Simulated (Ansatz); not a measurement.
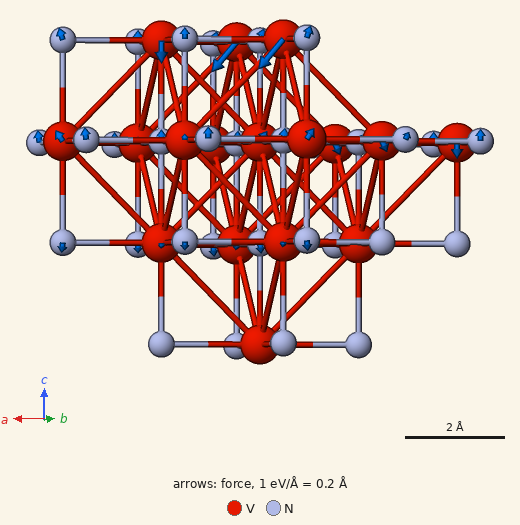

Starting geometry of a slab of composition VN (cut from the Fm-3m phase) with the computed forces as blue arrows. The picture is a ball-and-stick view of the atoms within 5.0 Å of the atom that moves most (axes of the 1 × 2 repeat of the cell, outlined in the plane, without the vacuum (origin shifted)), seen from a free direction.

Case: stripe over 1.5 of 3 cells, two steps. 12 atoms are held fixed.

Theory: DFT PBE, scalar-relativistic, plane waves, PAW in Ansatz. Settings: plane-wave cutoff 420 eV; k-point mesh 3 × 8 × 1; occupations gaussian; smearing width 0.1 eV; no spin polarisation; dipole correction; atoms relaxed in a fixed cell; force threshold 0.02 eV/Å; at most 45 steps.

Is this structure relaxed? If not, where do the atoms go?

It isn't relaxed: the largest force vector, on V atoms, is 4.06 eV/Å. The final displacements follow the starting forces only in part (cosine between the two patterns 0.77). Over 7 geometry steps the energy falls by 3.057 eV per cell of the calculation. The largest force component goes from 3.1 to 0.015 eV/Å. The largest moves, 0.30 Å, are those of V atoms. Largest moves by element: V 0.30 Å, N 0.13 Å. The cell stays as it was. Some distances before and after: V–V 2.911 → 3.257 Å, N–V 2.058 → 2.342 Å, V–V 2.911 → 3.183 Å, V–V 2.911 → 2.664 Å. Bond angles that change, for instance: V–N–V 180.0° → 164.6°, V–N–V 180.0° → 165.8°, V–N–V 90.0° → 104.1°. The run took 11 min on 4 threads of Arm Neoverse V2, on a shared host, peak memory 4.5 GiB.
